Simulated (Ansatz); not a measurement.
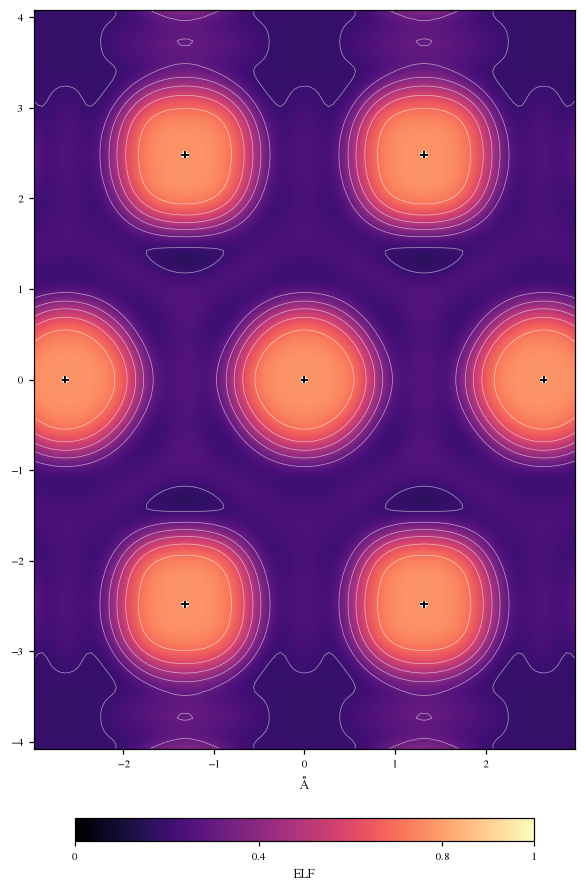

The electron localisation function on a plane through atoms (crosses mark nuclei in the plane).

All numbers below come from DFT, r2SCAN, plane waves (500 eV) with PAW, scalar-relativistic in Ansatz.

Candidates:
A. Rh, a = 4.30 Å, b = 4.30 Å, c = 2.64 Å, α = 90.00°, β = 90.00°, γ = 120.00°. Space group P6/mmm; set up as Rh, omega (AlB2-type); a generated structure, not necessarily the stable one; changed on purpose from its base cell (volume × 1.0); computed without spin polarisation.
B. Hf, a = 6.38 Å, b = 6.38 Å, c = 6.38 Å, α = 90.00°, β = 90.00°, γ = 90.00°. Space group Fd-3m; set up as Hf, diamond; a generated structure, not necessarily the stable one; changed on purpose from its base cell (volume × 0.96).
C. Co, a = 4.35 Å, b = 4.35 Å, c = 2.49 Å, α = 90.00°, β = 90.00°, γ = 89.99°. Space group I4₁/amd; set up as Co, beta-Sn type; a generated structure, not necessarily the stable one; changed on purpose from its base cell (volume × 1.08); computed pressure about −15 GPa in this cell; computed without spin polarisation.

Which system is this?

Candidate A: Rh on the (110) plane of the conventional cell, which holds Rh. Rh–Rh (2.64 Å): the ELF is about 0.25 at the midpoint; no localised pair shows between them.
